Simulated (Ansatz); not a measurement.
## Electronic structure of ScAlN2 in real space

Input

```
crystal:
  lattice:
    - [3.0213921659, 0.0, 0.0]
    - [0.0, 4.1733497732, 0.0]
    - [0.0, 0.0, 6.3012074315]
  atoms:
    - { symbol: Sc, position: [0.0, 0.0, 0.0] }
    - { symbol: Al, position: [0.5, 0.0, 0.5] }
    - { symbol: "N", position: [0.0, 0.0, 0.3086798229] }
    - { symbol: "N", position: [0.0, 0.0, 0.6913201771] }
basis:
  ecutwfc: 420
kpoints:
  mp_grid: { grid: [16, 12, 8] }
hamiltonian:
  xc: pbe
scf:
  occupations: { method: gaussian, width: 0.1 }
output:
  forces: true
  stress: true
  eigenvalues: true
  write_density: true
  write_potential: true
  elf: true
  volumetric_format: npy
relax:
  adjacent_minimum: "off"
  f_tol: 0.01
  max_steps: 80
  cell: { stress_tol: 0.05 }
```

Launched as:

```sh
ansatz run input.yaml --threads 1 --pin off --max-ram 2560MiB --backend cpu --events-out ev --progress --plain --runs-dir out
```

Below, planes, directions and counts refer to the conventional cell (a = 3.04 Å, b = 4.29 Å, c = 6.26 Å, α = 90.00°, β = 90.00°, γ = 90.00°).

The fields are those of the run's last geometry, not of the input's.

Space group Pmmm; a structure generated by program, which may or may not match a known phase.

These are results of DFT PBE, scalar-relativistic, plane waves, PAW in Ansatz 0.2.0, not measurements.

In a PAW calculation such maps are meaningful between the atoms, not at the nuclei.

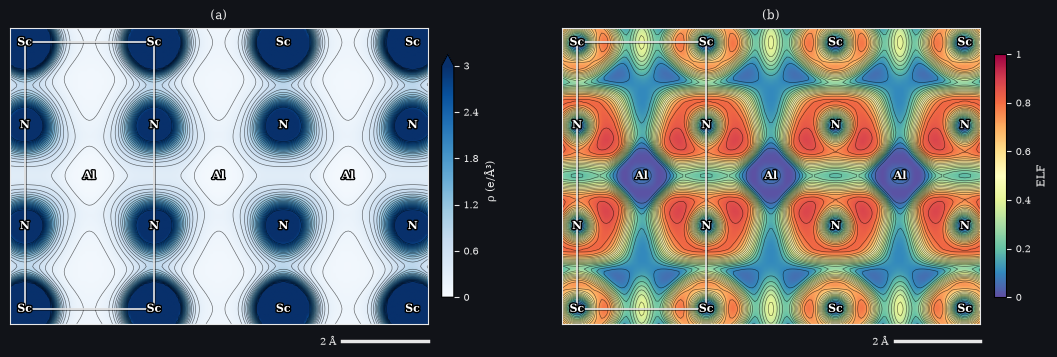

Figure 1. (a) valence pseudo-density; (b) electron localisation function on the (010) plane of the conventional cell.

Question: Read the bonding off the picture.

Answer: The section cuts through Sc, Al and N sites. Al–N (1.93 Å): the density is about 0.62 e/Å³ at the midpoint; the ELF peaks at about 0.85 in the valence shell of N, 0.7 Å from its nucleus, and is about 0.85 at the midpoint. Sc–N (1.94 Å): ρ is about 0.84 e/Å³ halfway; the ELF peaks at about 0.80 in the valence shell of N, 0.6 Å from its nucleus, and drops to about 0.25 between the two atoms; no shared electron pair shows on this line. Between the atoms the lowest density in this plane is 0.08 e/Å³. The features right at Sc lie inside the PAW spheres, where the map follows smoothed inner orbitals and isn't to be read closely.

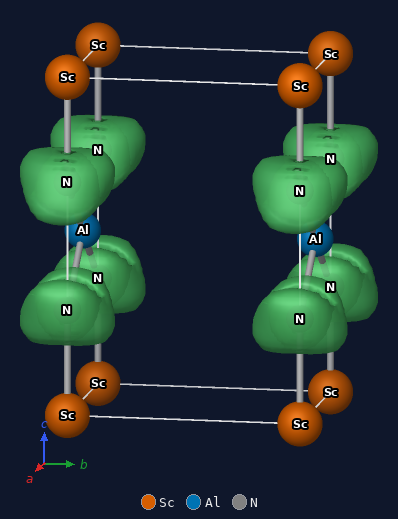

Figure 2. Isosurface of the electron localisation function at 0.8 (green), seen slightly off an axis. Only the valence region is drawn (cores and ρ < 0.01 e/Å³ removed). Sticks mark near contacts.

Question: What do the ELF domains correspond to?

Answer: The surface consists of two regions on N in which the atom's valence shell and bonds are merged, counted in one cell of 4 atoms. Regions shared between cells count once.

Question: Does the calculation make it a metal, or give it a gap?

Answer: It is gapless in this calculation (a metal or semimetal).
